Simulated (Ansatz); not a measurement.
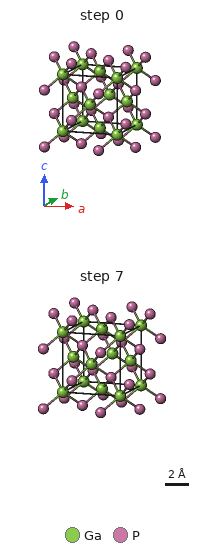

The structure of solid GaP (built on the zincblende type) before (top) and after (bottom) a relaxation, at one scale.

Style: ball-and-stick. Shown: the conventional cell (4 times the calculation's cell), slightly off an axis. Lengths and directions refer to the drawn axes.

Computed with DFT, PBE, plane waves, PAW in Ansatz 0.2.0.

Input
```yaml
crystal:
  lattice:
    - [0.0, 2.6047734745, 2.6047734745]
    - [2.6047734745, 0.0, 2.6047734745]
    - [2.6047734745, 2.6047734745, 0.0]
  atoms:
    - { symbol: Ga, position: [0.0, 0.0, 0.0] }
    - { symbol: P, position: [0.25, 0.25, 0.25] }
kpoints:
  mp_grid: { grid: [8, 8, 8] }
hamiltonian:
  xc: pbe
scf:
  occupations: { method: fermi_dirac, width: 0.02 }
relax:
  f_tol: 0.005
  cell: {}
```

Launched with:
```bash
ansatz run input.yaml --threads 4 --pin off --max-ram 7372MiB --backend cpu --events-out ev --progress --plain --runs-dir out
```

What changed between the two?

Answer. After 5 accepted moves (7 points after the start) the energy has fallen by 0.317 eV per cell of the calculation. All forces vanish by symmetry, so only the cell relaxes. Pressure: 18.46 GPa at the start and 0.00 GPa at the end. At 2 points the geometry stayed and the basis and grid were re-selected for the new cell (energy shift of 3.5 meV per cell of the calculation at most each time). No atom moves by more than 0.005 Å relative to the cell. Cell: a = b = c 5.210 → 5.506 Å (+5.7 %). Volume +18.1 %. Some distances before and after: Ga1–P2 2.256 → 2.384 Å. The space group stays F-43m (No. 216). The run took 4.5 s on 4 threads of Intel(R) Xeon(R) Platinum 8488C (Sapphire Rapids), with other jobs on the host, peak memory 0.47 GiB.
